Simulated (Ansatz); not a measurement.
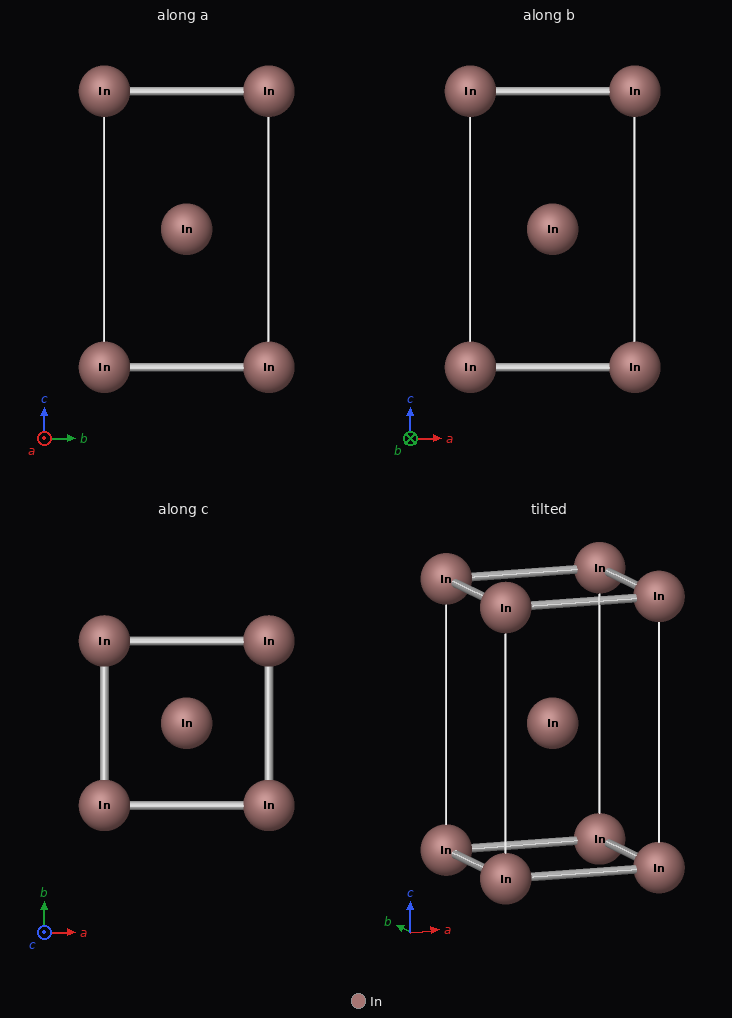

Ball-and-stick drawing of the structure, looking along the a axis, along the b axis, along the c axis and slightly off an axis. The wireframe shows the conventional unit cell.

Lattice parameters: a = 3.194 Å, b = 3.194 Å, c = 5.363 Å, α = 90.00°, β = 90.00°, γ = 90.00°. Put a along x and b in the xy plane.

Express the structure as a POSCAR file.

```
In
1.0
     3.194    0.000    0.000
     0.000    3.194    0.000
     0.000    0.000    5.363
In
2
Direct
  0.0000 0.0000 0.0000
  0.5000 0.5000 0.5000
```

The cell started as the standard structure of this element. The geometry comes from a coarse first relaxation with Ansatz, DFT PBE, scalar-relativistic, plane waves, PAW.
